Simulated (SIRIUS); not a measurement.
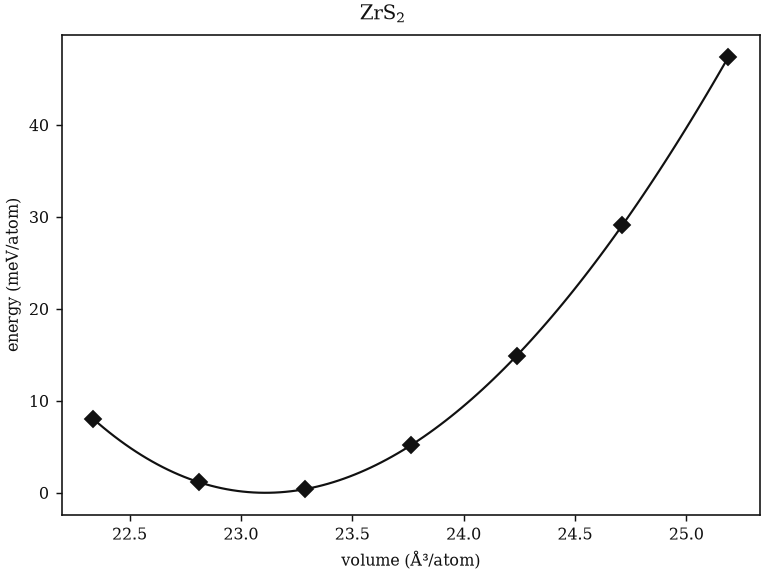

The plot gives the computed energy against volume for ZrS₂, space group P-3m1 (No. 164).

Cell as given: a = 3.691 Å, b = 3.691 Å, c = 6.041 Å, α = 90.00°, β = 90.00°, γ = 120.00°; 3 atoms.

Calculation (SIRIUS 7.10.0): plane-wave DFT, no spin polarisation; energies at scaled volumes of the given cell, shape and fractions fixed, counted from the fit's minimum, third-order Birch-Murnaghan fit. Level: PBEsol.

```
       setting                          value
        k mesh                          8×8×5
   occupations                    Fermi–Dirac
smearing width                        0.05 eV
    potentials  dojo sr pbesol 0.4.1 standard
   wave cutoff                       914.8 eV
density cutoff                        3659 eV
```

This calculation gives: equilibrium volume 23.11 Å³/atom and bulk modulus 94.0 GPa.

Now Zr is replaced by Ta on all its sites, which gives TaS₂ in the same structure. The second calculation uses wave cutoff 806.682 eV and k mesh 9×9×5. Predict the effect.

The equilibrium volume falls from 23.11 to 19.57 Å³/atom (−15 %) and the bulk modulus rises from 94.0 to 131.8 GPa (+40 %).

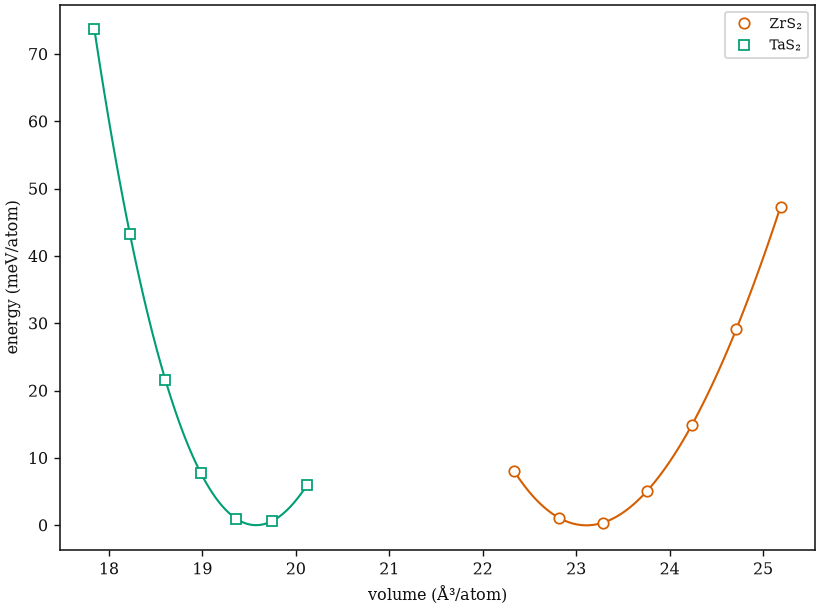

The two results together.

For both, limits of the calculation: shape and atomic fractions are frozen while scaling, which makes layered, chain and framework solids too stiff.

V0 and the bulk modulus come from third-order Birch–Murnaghan fits.
